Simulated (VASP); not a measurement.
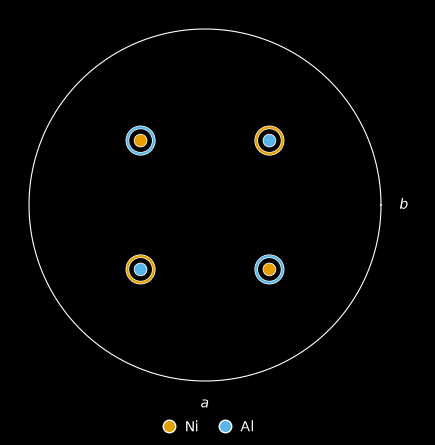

Directions from one nickel atom at (1/4, 1/4, 3/4) to its bonded neighbours, in stereographic projection down c (filled: above the plane of the page or in it, open: below). Crystal: AlNi₃, a cell listed in the Materials Project, as set up for an electronic-structure calculation. Geometry calculated from the standardised cell; symmetry tolerance 0.002 Å.

Neighbours are counted up to 2.72 Å for Ni, 2.72 Å for Al.

```yaml
crystal:
  lattice:
    - [5.60378, 0.00000, 0.00000]
    - [0.00000, 5.60378, 0.00000]
    - [0.00000, 0.00000, 5.60378]
  atoms:
    - { symbol: Ni, position: [0.25000, 0.25000, 0.75000] }
    - { symbol: Ni, position: [0.00000, 0.00000, 0.00000] }
    - { symbol: Ni, position: [0.25000, 0.75000, 0.75000] }
    - { symbol: Al, position: [0.50000, 0.00000, 0.00000] }
    - { symbol: Ni, position: [0.25000, 0.75000, 0.25000] }
    - { symbol: Ni, position: [0.00000, 0.50000, 0.50000] }
    - { symbol: Ni, position: [0.25000, 0.25000, 0.25000] }
    - { symbol: Al, position: [0.50000, 0.50000, 0.50000] }
    - { symbol: Ni, position: [0.75000, 0.25000, 0.25000] }
    - { symbol: Ni, position: [0.50000, 0.00000, 0.50000] }
    - { symbol: Ni, position: [0.75000, 0.75000, 0.25000] }
    - { symbol: Al, position: [0.00000, 0.00000, 0.50000] }
    - { symbol: Ni, position: [0.75000, 0.75000, 0.75000] }
    - { symbol: Ni, position: [0.50000, 0.50000, 0.00000] }
    - { symbol: Ni, position: [0.75000, 0.25000, 0.75000] }
    - { symbol: Al, position: [0.00000, 0.50000, 0.00000] }
```

How many neighbours are there, and at what angles?

Answer. 8: 4 Ni at 2.43 Å, 4 Al at 2.43 Å. Angles between bonds: 71° (12×), 109° (12×), 180° (4×).

What is the site's symmetry in the crystal?

Answer. Point group -43m (Td), order 24: three −4 axes, four threefold axes, six mirror planes. In Fm-3m, No. 225 this is Wyckoff position 8c.
